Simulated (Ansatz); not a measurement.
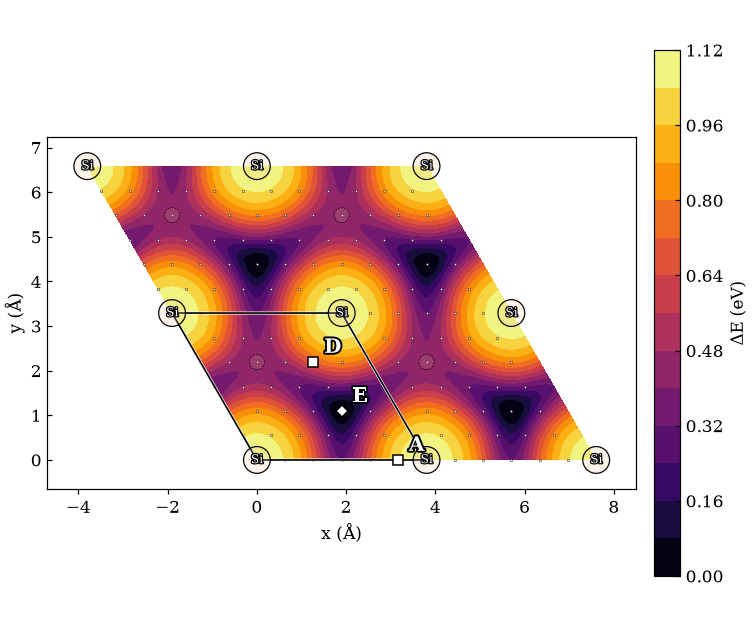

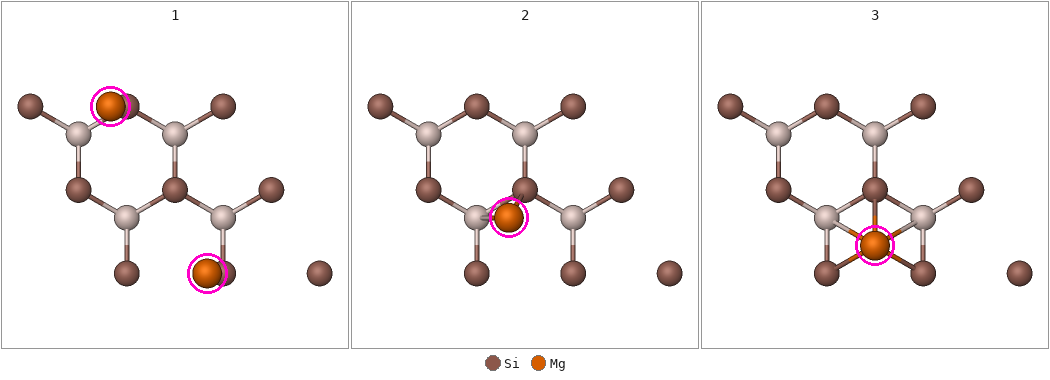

Mg on a Si(001) slab cut from the P6_3/mmc phase, its upper half relaxed before the scan (24 atoms of substrate and one adsorbate in a 2 × 2 cell). Mg is moved over the surface cell; relaxed at each place: the height of the adsorbate's atoms; substrate rigid; the origin of the map has the adsorbate above Si21. Places are given modulo a cell vector. The map is drawn in real space over the plane of the surface. Grid: 6 × 6 points; 10 points were computed and 26 follow by symmetry. Places are given in fractions of the 1 × 1 surface cell. Energies: eV, counted from the lowest grid point. Computed with DFT LDA, scalar-relativistic, plane waves, PAW in Ansatz 0.2.0. Settings: cutoff 420 eV, k-mesh 6×6×1, gaussian smearing 0.05 eV, no spin polarisation.

In the figure: filled contours, dots at the grid points, labelled circles for the atoms of the top layer and small ones for the second layer, the outline of one cell of the 2 × 2 shown, lettered points. Between grid points the surface is interpolated. The numbered pictures are the structures at these points, in random order. Rings mark the moved atoms.

Q: Which structure belongs to which point?

A: A is structure 1: (5/6, 0/6) of the cell vectors [nearest 1 Si at 2.54 Å], 1.02 eV; D is structure 2: (4/6, 4/6) of the cell vectors [nearest 1 Si at 2.47 Å], 0.69 eV; E is structure 3: a threefold hollow, (4/6, 2/6) of the cell vectors, 0.00 eV.

PAW datasets: the set soft_1.
